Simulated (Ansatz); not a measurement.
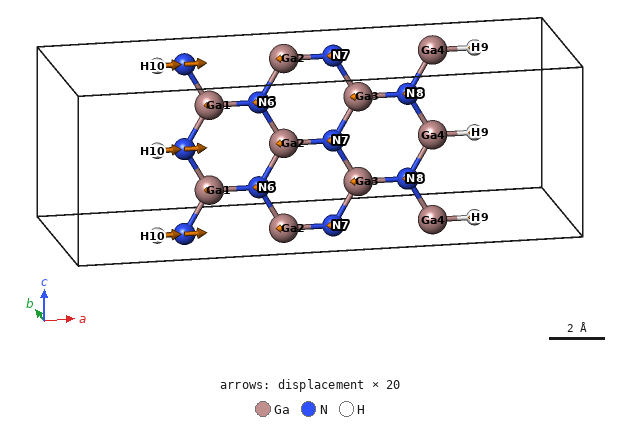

This is a relaxation of a wire of composition Ga2HN2. The starting structure is drawn; orange arrows show the displacements, 20 times their true length.

A ball-and-stick model of the 2 repeat of the cell, with the vacuum cut short, seen slightly off an axis.

Case: zigzag ribbon, 4 formula units a period, edges capped with H, edge spins opposed.

Theory: DFT PBE, scalar-relativistic, plane waves, PAW (Ansatz 0.2.0). Settings: plane-wave cutoff 420 eV; k-point mesh 1 × 1 × 17; occupations gaussian; smearing width 0.05 eV; collinear spin; cell relaxed at fixed a, b, alpha, beta, gamma; force threshold 0.02 eV/Å; at most 45 steps.

What did the optimiser do to the structure, and how much energy did it gain?

Answer. The largest move relative to the centre of the atoms is that of an H atom, 0.047 Å. Largest moves by element: H 0.047 Å, N 0.043 Å, Ga 0.016 Å. Along the periodic axis the drawn cell goes c 6.424 → 6.430 Å (+0.1 %). Some distances before and after: Ga–N 1.855 → 1.829 Å, Ga–H 1.570 → 1.556 Å, Ga–N 1.855 → 1.862 Å. Bond angles that change, for instance: Ga–N–Ga 120.0° → 123.0°, N–Ga–N 120.0° → 123.0°. Over 2 accepted moves (3 points after the start) the energy falls by 25.3 meV per cell of the calculation. The largest force component goes from 0.7 to 0.017 eV/Å. At 1 point the geometry stayed and the basis and grid were re-selected for the new cell (energy shift of 0.2 meV per cell of the calculation at most each time). The program noted that the starting moments weren't kept.
